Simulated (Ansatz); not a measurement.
Consider Si$_{16}$O$_{31}$ (cell charge −1, with a compensating background) (cell with a defect).

```cif
data_structure
_symmetry_space_group_name_H-M 'P 1'
_symmetry_Int_Tables_number 1
_cell_length_a 10.0526
_cell_length_b 10.0526
_cell_length_c 10.2406
_cell_angle_alpha 119.395
_cell_angle_beta 119.395
_cell_angle_gamma 90.000
_cell_volume 744.95
loop_
_atom_site_label
_atom_site_type_symbol
_atom_site_fract_x
_atom_site_fract_y
_atom_site_fract_z
_atom_site_occupancy
Si1 Si 0.00490 0.49890 0.51043 1
Si2 Si 0.49062 0.50194 0.47998 1
Si3 Si 0.00324 0.99792 0.50291 1
Si4 Si 0.99209 0.49860 0.99973 1
Si5 Si 0.50025 0.00220 0.49768 1
Si6 Si 0.52156 0.48625 0.02397 1
Si7 Si 0.00117 0.00143 0.00153 1
Si8 Si 0.50414 0.00473 0.00107 1
Si9 Si 0.62259 0.38875 0.22603 1
Si10 Si 0.11736 0.37640 0.25027 1
Si11 Si 0.62807 0.87027 0.24893 1
Si12 Si 0.61947 0.37610 0.73957 1
Si13 Si 0.12463 0.87357 0.24847 1
Si14 Si 0.13564 0.37306 0.77002 1
Si15 Si 0.62534 0.87708 0.74709 1
Si16 Si 0.12757 0.87280 0.75232 1
O1 O 0.00275 0.43750 0.12500 1
O2 O 0.52668 0.93750 0.12500 1
O3 O 0.51935 0.42593 0.59734 1
O4 O 0.01402 0.93750 0.12500 1
O5 O 0.04701 0.44907 0.65266 1
O6 O 0.51669 0.94258 0.62529 1
O7 O 0.01640 0.93242 0.62471 1
O8 O 0.52780 0.40740 0.32533 1
O9 O 0.05590 0.38468 0.37384 1
O10 O 0.56223 0.89176 0.37295 1
O11 O 0.54771 0.39188 0.85720 1
O12 O 0.06710 0.89122 0.37824 1
O13 O 0.04843 0.38064 0.87140 1
O14 O 0.56501 0.89459 0.87419 1
O15 O 0.06649 0.89184 0.87962 1
O16 O 0.81551 0.48312 0.39280 1
O17 O 0.30204 0.49436 0.37860 1
O18 O 0.81582 0.98041 0.37581 1
O19 O 0.80706 0.49032 0.87616 1
O20 O 0.31187 0.98316 0.37038 1
O21 O 0.32747 0.46760 0.92467 1
O22 O 0.81385 0.98378 0.87176 1
O23 O 0.31428 0.98324 0.87705 1
O24 O 0.60277 0.19417 0.11393 1
O25 O 0.10823 0.19032 0.12614 1
O26 O 0.61384 0.68083 0.13607 1
O27 O 0.61075 0.18891 0.62252 1
O28 O 0.10709 0.68468 0.12386 1
O29 O 0.11242 0.18562 0.63211 1
O30 O 0.60531 0.68938 0.61789 1
O31 O 0.11323 0.68609 0.62748 1
```

The program warned that a starting moment wasn't kept; spin-polarised, but the moments vanished.

Computed with DFT PBE, scalar-relativistic, plane waves, PAW (Ansatz 0.2.0).

**What will maps of the valence pseudo-density and electron localisation function show?**

Si–O (1.63 Å): ρ is about 1.2 e/Å³ halfway; the ELF peaks at about 0.85 between the atoms.

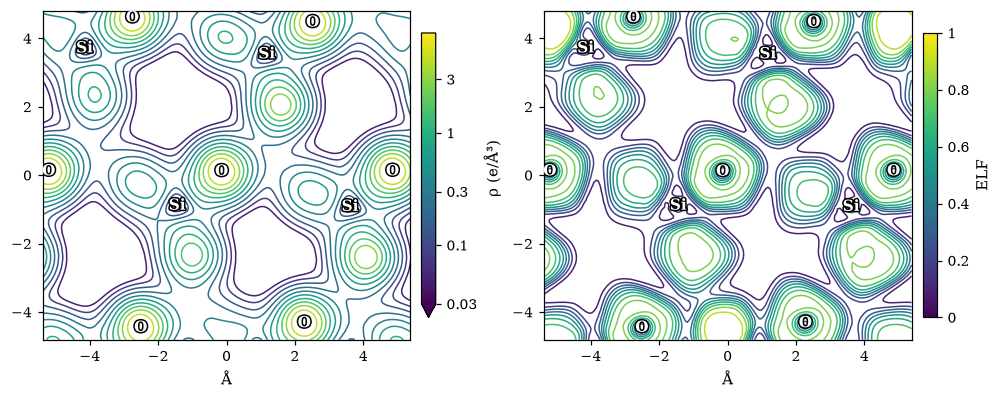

Computed valence pseudo-density and electron localisation function on the (101̄) plane of the calculation cell, in this order. Atoms just off the plane (Si, 0.8 Å away and O, 0.4 Å away) can leave unmarked features too.

In a PAW calculation such maps are meaningful between the atoms, not at the nuclei.
